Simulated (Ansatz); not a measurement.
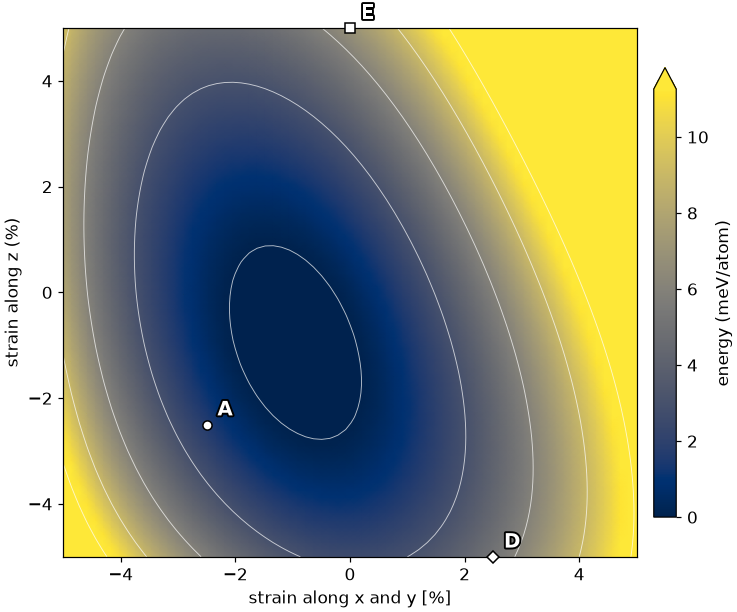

NaH (Fm-3m, No. 225; 2 atoms in the cell). The cell is strained homogeneously, by one strain along x and y and another along z, with fractional coordinates fixed (x, y and z along the cube axes). The first coordinate is: strain along x and y; the second: strain along z. The scan uses a 5 × 5 grid. Points are written as (first, second). Energies are in meV/atom, from the lowest grid point. The reference cell is the one listed in the database, not relaxed at this level. The calculation used DFT PBE, scalar-relativistic, plane waves, PAW in Ansatz 0.2.0. Settings: cutoff 420 eV, k-mesh 8×8×8, gaussian smearing 0.05 eV, no spin polarisation.

The picture shows a smooth colour map with a few white contour lines, one colour for all values above the top of the scale, lettered points. Between grid points the surface is interpolated.

Is E the lowest point of the computed grid?

Answer. No. E lies 6.9 meV/atom above the lowest grid point, which is at (0.0 %, −2.5 %).

Rank the lettered points by energy, lowest first.

Answer. A (1.6 meV/atom), D (5.2 meV/atom), E (6.9 meV/atom).
